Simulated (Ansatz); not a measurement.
Here is a crystal structure:

```
Ti O
1.0
     5.94632    0.00000    0.00000
     0.00000    6.57474    0.00000
     0.00000    0.00000    6.57480
Ti O
8 16
Direct
  0.50000 0.25000 0.25566
  0.00000 0.25000 0.24434
  0.25000 0.25000 0.75000
  0.25000 0.75000 0.25000
  0.00000 0.75000 0.75566
  0.50000 0.75000 0.74434
  0.75000 0.75000 0.25000
  0.75000 0.25000 0.75000
  0.24814 0.25000 0.05648
  0.50000 0.44345 0.75081
  0.25186 0.75000 0.55648
  0.00000 0.55655 0.25081
  0.50000 0.94345 0.24919
  0.00000 0.05655 0.74919
  0.24814 0.75000 0.94352
  0.25186 0.25000 0.44352
  0.74814 0.75000 0.55648
  0.00000 0.94345 0.25081
  0.75186 0.25000 0.05648
  0.50000 0.05655 0.75081
  0.00000 0.44345 0.74919
  0.50000 0.55655 0.24919
  0.74814 0.25000 0.44352
  0.75186 0.75000 0.94352
```

Question: Before looking at a picture, describe the arrangement of atoms.

Answer: The formula is TiO2. It belongs to space group Imma (No. 74) and has a body-centred orthorhombic lattice. The cell has 24 atoms, namely 8 Ti, 16 O. Each Ti is bonded to six O in a distorted octahedral arrangement at 1.92 to 2.02 Å. The coordination shell of O holds three Ti at 1.92 to 2.02 Å. Not all metal-metal contacts are counted. The bonds build a three-dimensional framework.

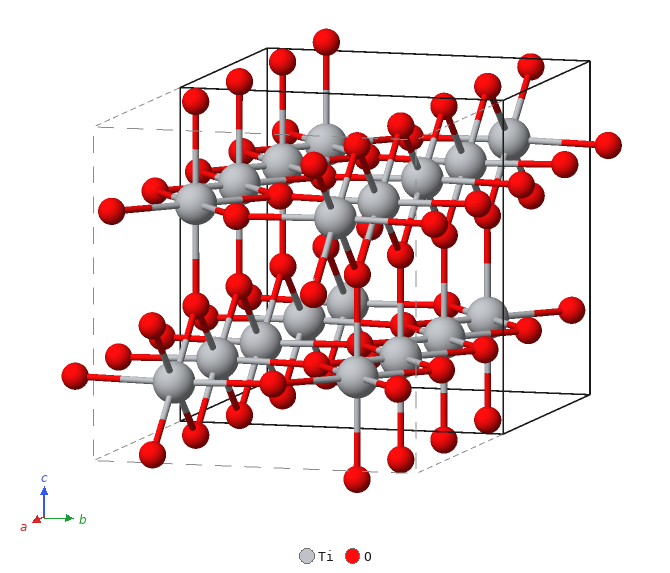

Ball-and-stick drawing of the structure, looking slightly off an axis. Solid lines give the conventional unit cell, repeated here 2×1×1 times. A few atoms beyond the faces are included. Colours: titanium light grey, oxygen red.

It goes back to a structure listed in the Materials Project. The atoms were relaxed in a fixed cell with Ansatz, DFT LDA, scalar-relativistic, plane waves, PAW.

At this level of theory the run's own cell isn't at rest (stretched, at -13 GPa), so its distances can differ from those at equilibrium, the more so the softer the solid.
